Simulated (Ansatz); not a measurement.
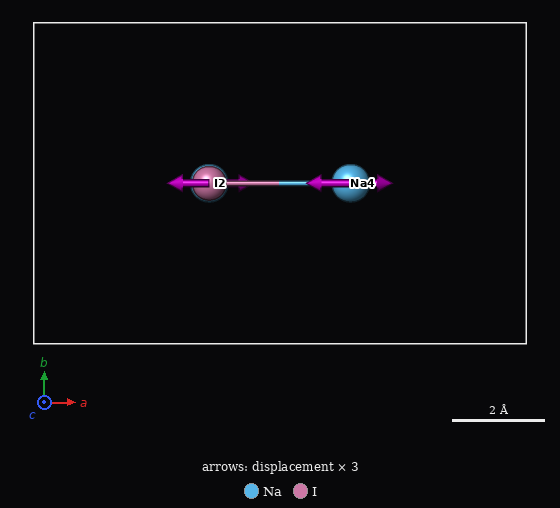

This is a relaxation of a wire of composition NaI. The starting structure is drawn; purple arrows show the displacements (the part carried along by the change of the cell is left out), magnified 3 times.

The picture is a ball-and-stick view of the cell of the calculation, with the vacuum cut short, seen along the c axis.

Case: ladder chain of atoms.

Level of theory: DFT PBE, scalar-relativistic, plane waves, PAW (Ansatz 0.2.0). Settings: plane-wave cutoff 420 eV; k-point mesh 1 × 1 × 11; occupations gaussian; smearing width 0.05 eV; collinear spin; cell relaxed at fixed a, b, alpha, beta, gamma; force threshold 0.01 eV/Å; at most 45 steps.

> Describe the change and its energy.

The largest moves relative to the layer's centre, 0.33 Å, are those of Na atoms. Largest moves by element: Na 0.33 Å, I 0.31 Å. Along the periodic axis the drawn cell goes c 5.875 → 5.856 Å (−0.3 %). Near-neighbour distances that change, for instance: I–Na 2.938 → 2.998 Å, I–Na 3.085 → 3.065 Å. Among the angles between lasting bonds that change: I–Na–I 180.0° → 155.3°, Na–I–Na 180.0° → 155.3°, I–Na–I 90.0° → 102.4°. The energy falls by 0.135 eV per cell of the calculation in 4 accepted moves (5 points after the start). Largest force component: 0.26 eV/Å at the start, 0.0054 eV/Å at the end. The SCF was repeated once at an unchanged geometry on a basis and grid sized afresh for the cell, which shifted the energy by less than 0.05 meV per cell of the calculation at most. The program noted that the starting moments weren't kept. The run took 74 s on 2 threads of Arm Neoverse V1 (shared host), peak memory 0.9 GiB.
